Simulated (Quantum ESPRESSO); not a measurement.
Run report: MgSe, fields calculation (part 2 of 2)

MgSe (Fm-3m, 2 atoms in the cell); Kohn-Sham DFT of a periodic cell, vdW-DF-C09, GBRV 1.5 PBE, no spin polarisation (Quantum ESPRESSO 7.5); cutoff 612.26 eV, 8×8×8 k-mesh, methfessel-paxton of 0.1 eV. The structure derives from an entry of the Crystallography Open Database. The geometry was changed: volume scaled by 0.88.

Geometry of the input (Å; fractional positions):
```
0.0000  2.6118  2.6118
2.6118  0.0000  2.6118
2.6118  2.6118  0.0000
Se 0.5000  0.5000  0.5000
Mg 0.0000  0.0000  0.0000
```

Log, continued:
```
          k = 0.3536 0.1768-0.1768 (  1230 PWs)   bands (ev):

   -66.8728 -33.6467 -33.6425 -33.6424  -5.1676   3.2639   6.4244   6.5668
    12.6765  14.0052  15.5140  16.0057  19.1821  20.0700

          k =-0.2652-0.4419 0.4419 (  1217 PWs)   bands (ev):

   -66.8727 -33.6481 -33.6428 -33.6424  -4.7975   2.3422   6.0503   6.5698
    12.5372  13.7119  14.8689  18.2446  19.0430  21.3897

          k =-0.1768-0.3536 0.3536 (  1226 PWs)   bands (ev):

   -66.8728 -33.6478 -33.6430 -33.6422  -4.8837   2.5456   5.9043   6.7873
    12.7449  13.8745  14.6743  18.2068  19.3850  19.5069

          k =-0.0884-0.2652 0.2652 (  1232 PWs)   bands (ev):

   -66.8729 -33.6459 -33.6428 -33.6418  -5.3394   3.7462   6.0755   7.1287
    13.1581  14.5436  14.9950  16.0425  17.2853  19.9234

          k = 0.0000-0.1768 0.1768 (  1229 PWs)   bands (ev):

   -66.8730 -33.6437 -33.6423 -33.6415  -5.8052   5.2844   6.6543   7.4072
    13.1064  14.6101  15.6403  15.8460  15.9121  18.3815

          k = 0.3536 0.0000 0.0000 (  1243 PWs)   bands (ev):

   -66.8729 -33.6446 -33.6428 -33.6428  -5.4429   4.6108   6.3530   6.3530
    12.4025  12.7561  16.1313  17.9481  17.9481  19.1551

          k = 0.4419 0.0884-0.0884 (  1236 PWs)   bands (ev):

   -66.8728 -33.6462 -33.6433 -33.6432  -5.0422   3.6548   5.7602   6.0848
    11.7632  12.9464  16.4933  17.5132  19.7934  21.0652

          k =-0.1768-0.5303 0.5303 (  1225 PWs)   bands (ev):

   -66.8727 -33.6472 -33.6441 -33.6431  -4.6732   2.9333   4.9326   6.0784
    11.6470  14.3674  16.5285  16.5658  20.7251  22.5141

          k =-0.0884-0.4419 0.4419 (  1223 PWs)   bands (ev):

   -66.8727 -33.6471 -33.6448 -33.6427  -4.6169   2.8897   4.4420   6.3360
    12.0563  15.2852  15.8846  17.3402  19.4699  19.8279

          k = 0.0000-0.3536 0.3536 (  1211 PWs)   bands (ev):

   -66.8728 -33.6464 -33.6443 -33.6422  -4.9226   3.3227   4.7857   6.7630
    12.9232  15.4094  15.5525  15.6591  17.8909  21.3582

          k = 0.5303-0.0000 0.0000 (  1238 PWs)   bands (ev):

   -66.8727 -33.6468 -33.6437 -33.6437  -4.7799   3.2775   5.7445   5.7445
    10.6646  11.8230  18.9239  19.9975  19.9975  20.2998

          k =-0.0884-0.6187 0.6187 (  1225 PWs)   bands (ev):

   -66.8727 -33.6472 -33.6444 -33.6438  -4.5272   2.9804   4.9922   5.6740
    10.6223  12.3336  18.8233  19.0142  21.0514  23.0017

          k = 0.0000-0.5303 0.5303 (  1214 PWs)   bands (ev):

   -66.8727 -33.6466 -33.6455 -33.6434  -4.4584   3.2932   3.8523   5.8948
    11.1415  14.2834  17.4214  18.3377  19.3663  21.1345

          k =-0.7071 0.0000 0.0000 (  1234 PWs)   bands (ev):

   -66.8726 -33.6477 -33.6441 -33.6441  -4.4591   2.7557   5.5243   5.5243
    10.0063  11.5053  20.7816  20.9978  21.3227  21.3227

          k = 0.3536 0.1768 0.0000 (  1228 PWs)   bands (ev):

   -66.8728 -33.6455 -33.6432 -33.6422  -5.2919   4.0233   5.7801   6.7064
    13.2680  13.8254  14.6177  16.9472  17.7533  20.9677

          k =-0.2652-0.4419 0.6187 (  1230 PWs)   bands (ev):

   -66.8727 -33.6469 -33.6439 -33.6426  -4.8509   3.0824   5.1716   6.3293
    13.0099  13.8563  15.3643  16.7902  19.5337  21.3570

          k =-0.1768-0.3536 0.5303 (  1218 PWs)   bands (ev):

   -66.8727 -33.6475 -33.6440 -33.6428  -4.6398   2.6457   5.0145   6.1381
    12.9554  13.5559  16.0898  17.4827  19.5217  20.7448

          k =-0.1768-0.5303 0.7071 (  1230 PWs)   bands (ev):

   -66.8727 -33.6468 -33.6442 -33.6435  -4.7058   3.2488   5.1143   5.6274
    11.7055  13.0380  16.3061  18.8682  20.1041  22.7228

          k =-0.0884-0.4419 0.6187 (  1217 PWs)   bands (ev):

   -66.8727 -33.6467 -33.6451 -33.6436  -4.4886   3.2189   4.2390   5.4480
    12.1030  14.4718  15.8203  17.7125  20.2534  22.1117

          k = 0.0000-0.3536 0.5303 (  1216 PWs)   bands (ev):

   -66.8727 -33.6464 -33.6454 -33.6431  -4.5565   3.2955   4.0557   5.7877
    12.6696  14.7357  15.7438  17.1197  19.9983  20.3161

          k =-0.7071 0.1768-0.0000 (  1222 PWs)   bands (ev):

   -66.8726 -33.6472 -33.6446 -33.6441  -4.4348   3.0259   4.8760   5.0996
    11.1582  12.7567  17.7956  18.9109  21.5545  23.2477

          k =-0.7071 0.3536 0.0000 (  1216 PWs)   bands (ev):

   -66.8726 -33.6459 -33.6459 -33.6441  -4.4101   3.7980   3.7980   4.7608
    12.8910  15.4125  15.5855  15.5855  22.2321  22.2321

     the Fermi energy is     6.8246 ev

!    total energy              =    -168.92766244 Ry
     estimated scf accuracy    <          2.1E-10 Ry
     smearing contrib. (-TS)   =      -0.00016473 Ry
     internal energy E=F+TS    =    -168.92749771 Ry

     The total energy is F=E-TS. E is the sum of the following terms:
     one-electron contribution =     -97.40357551 Ry
     hartree contribution      =      50.86140101 Ry
     xc contribution           =     -45.97005799 Ry
     ewald contribution        =     -76.41526522 Ry

     convergence has been achieved in   9 iterations

     Forces acting on atoms (cartesian axes, Ry/au):

     atom    1 type  1   force =     0.00000000   -0.00000000   -0.00000000
     atom    2 type  2   force =    -0.00000000    0.00000000    0.00000000

     Total force =     0.000000     Total SCF correction =     0.000000

     Computing stress (Cartesian axis) and pressure

          total   stress  (Ry/bohr**3)                   (kbar)     P=     -166.83
  -0.00113407  -0.00000000   0.00000000         -166.83       -0.00        0.00
  -0.00000000  -0.00113407  -0.00000000           -0.00     -166.83       -0.00
   0.00000000  -0.00000000  -0.00113407            0.00       -0.00     -166.83

=------------------------------------------------------------------------------=
   JOB DONE.
=------------------------------------------------------------------------------=
```

File pp_potential.out:
```
This program is part of the open-source Quantum ESPRESSO suite
     for quantum simulation of materials; please cite
         "P. Giannozzi et al., J. Phys.:Condens. Matter 21 395502 (2009);
         "P. Giannozzi et al., J. Phys.:Condens. Matter 29 465901 (2017);
         "P. Giannozzi et al., J. Chem. Phys. 152 154105 (2020);
          URL
     in publications or presentations arising from this work. More details at

     ./tmp/pwscf.save/

     IMPORTANT: XC functional enforced from input :
     Exchange-correlation= VDW-DF-C09
                           (   1   4  16   0   1   0   0)
     Any further DFT definition will be discarded
     Please, verify this is what you really want

     G-vector sticks info
     --------------------
     sticks:   dense  smooth     PW     G-vecs:    dense   smooth      PW
     Sum        1213     595    199                27725     9841    1759

     Using Slab Decomposition

     %%%%%%%%%%%%%%%%%%%%%%%%%%%%%%%%%%%%%%%%%%%%%%%%%%%%%%%%%%%%%%%%%%%%%%%%
     %                                                                      %
     % You are using vdW-DF, which was implemented by the Thonhauser group. %
     % Please cite the following two papers that made this development      %
     % possible and the two reviews that describe the various versions:     %
     %                                                                      %
     %   T. Thonhauser et al., PRL 115, 136402 (2015).                      %
     %   T. Thonhauser et al., PRB 76, 125112 (2007).                       %
     %   K. Berland et al., Rep. Prog. Phys. 78, 066501 (2015).             %
     %   D.C. Langreth et al., J. Phys.: Condens. Matter 21, 084203 (2009). %
     %                                                                      %
     % If you are calculating stress with vdW-DF, please also cite:         %
     %                                                                      %
     %   R. Sabatini et al., J. Phys.: Condens. Matter 24, 424209 (2012).   %
     %                                                                      %
     %%%%%%%%%%%%%%%%%%%%%%%%%%%%%%%%%%%%%%%%%%%%%%%%%%%%%%%%%%%%%%%%%%%%%%%%

     %%%%%%%%%%%%%%%%%%%%%%%%%%%%%%%%%%%%%%%%%%%%%%%%%%%%%%%%%%%%%%%%%%%%%%%%
     %                                                                      %
     %  vdW-DF NEWS:                                                        %
     %                                                                      %
     %  * vdW-DF3 is now available. DOI: 10.1021/acs.jctc.0c00471           %
     %    use with input_dft = 'vdW-DF3-opt1' or 'vdW-DF3-opt2'             %
     %                                                                      %
     %  * Unscreened and range-separated hybrid vdW-DF-cx functionals       %
     %    DOI: 10.1063/1.4986522 and 10.1088/1361-648X/ac2ad2               %
     %    use with input_dft = 'vdW-DF-cx0'    and 'vdW-DF-ahcx'            %
     %  * Unscreened and range-separated hybrid vdW-DF2-b86r functionals    %
     %    DOI: 10.1063/1.4986522 and DOI: 10.1103/PhysRevX.12.041003        %
     %    use with input_dft = 'vdW-DF2-br0' and 'vdW-DF2-ahbr'             %
     %                                                                      %
     %%%%%%%%%%%%%%%%%%%%%%%%%%%%%%%%%%%%%%%%%%%%%%%%%%%%%%%%%%%%%%%%%%%%%%%%

     Calling punch_plot, plot_num =  11
     Writing data to file  potential.dat
     Reading data from file  potential.dat

     Writing data to be plotted to file potential.cube
     Plot Type: 3D                     Output format: Gaussian cube

=------------------------------------------------------------------------------=
   JOB DONE.
=------------------------------------------------------------------------------=
```

File pp_potential_ks.out:
```
This program is part of the open-source Quantum ESPRESSO suite
     for quantum simulation of materials; please cite
         "P. Giannozzi et al., J. Phys.:Condens. Matter 21 395502 (2009);
         "P. Giannozzi et al., J. Phys.:Condens. Matter 29 465901 (2017);
         "P. Giannozzi et al., J. Chem. Phys. 152 154105 (2020);
          URL
     in publications or presentations arising from this work. More details at

     ./tmp/pwscf.save/

     IMPORTANT: XC functional enforced from input :
     Exchange-correlation= VDW-DF-C09
                           (   1   4  16   0   1   0   0)
     Any further DFT definition will be discarded
     Please, verify this is what you really want

     G-vector sticks info
     --------------------
     sticks:   dense  smooth     PW     G-vecs:    dense   smooth      PW
     Sum        1213     595    199                27725     9841    1759

     Using Slab Decomposition

     %%%%%%%%%%%%%%%%%%%%%%%%%%%%%%%%%%%%%%%%%%%%%%%%%%%%%%%%%%%%%%%%%%%%%%%%
     %                                                                      %
     % You are using vdW-DF, which was implemented by the Thonhauser group. %
     % Please cite the following two papers that made this development      %
     % possible and the two reviews that describe the various versions:     %
     %                                                                      %
     %   T. Thonhauser et al., PRL 115, 136402 (2015).                      %
     %   T. Thonhauser et al., PRB 76, 125112 (2007).                       %
     %   K. Berland et al., Rep. Prog. Phys. 78, 066501 (2015).             %
     %   D.C. Langreth et al., J. Phys.: Condens. Matter 21, 084203 (2009). %
     %                                                                      %
     % If you are calculating stress with vdW-DF, please also cite:         %
     %                                                                      %
     %   R. Sabatini et al., J. Phys.: Condens. Matter 24, 424209 (2012).   %
     %                                                                      %
     %%%%%%%%%%%%%%%%%%%%%%%%%%%%%%%%%%%%%%%%%%%%%%%%%%%%%%%%%%%%%%%%%%%%%%%%

     %%%%%%%%%%%%%%%%%%%%%%%%%%%%%%%%%%%%%%%%%%%%%%%%%%%%%%%%%%%%%%%%%%%%%%%%
     %                                                                      %
     %  vdW-DF NEWS:                                                        %
     %                                                                      %
     %  * vdW-DF3 is now available. DOI: 10.1021/acs.jctc.0c00471           %
     %    use with input_dft = 'vdW-DF3-opt1' or 'vdW-DF3-opt2'             %
     %                                                                      %
     %  * Unscreened and range-separated hybrid vdW-DF-cx functionals       %
     %    DOI: 10.1063/1.4986522 and 10.1088/1361-648X/ac2ad2               %
     %    use with input_dft = 'vdW-DF-cx0'    and 'vdW-DF-ahcx'            %
     %  * Unscreened and range-separated hybrid vdW-DF2-b86r functionals    %
     %    DOI: 10.1063/1.4986522 and DOI: 10.1103/PhysRevX.12.041003        %
     %    use with input_dft = 'vdW-DF2-br0' and 'vdW-DF2-ahbr'             %
     %                                                                      %
     %%%%%%%%%%%%%%%%%%%%%%%%%%%%%%%%%%%%%%%%%%%%%%%%%%%%%%%%%%%%%%%%%%%%%%%%

     Calling punch_plot, plot_num =   1
     Writing data to file  potential_ks.dat
     Reading data from file  potential_ks.dat

     Writing data to be plotted to file potential_ks.cube
     Plot Type: 3D                     Output format: Gaussian cube

=------------------------------------------------------------------------------=
   JOB DONE.
=------------------------------------------------------------------------------=
```

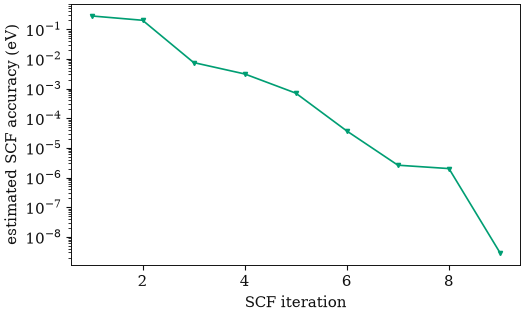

**Figure 1.** Convergence of the self-consistent field: estimated SCF accuracy against the iteration. The field takes 9 iterations in all.

Results in brief:

- outcome: converged
- space group (tolerance 0.01 Å): Fm-3m (225)
- electrons treated: 15.500
- free energy: −2298.3779 eV
- Fermi energy: 6.825 eV
- gap on the k-point mesh: none (metallic)
- pressure: −16.68 GPa
- largest force (length of the vector): under 0.001 eV/Å
- wall time: 3.9 min
- peak memory: 0.15 GiB

Notes:

Settings chosen away from the usual ones: mixing_beta set to 0.1; tot_charge set to 0.5. The record of the run, not the program, notes: potentials made for another functional. Points of doubt noted for this run: potentials made for another functional. The cell is under a tension of 16.7 GPa at this level, so it is not at its equilibrium volume.
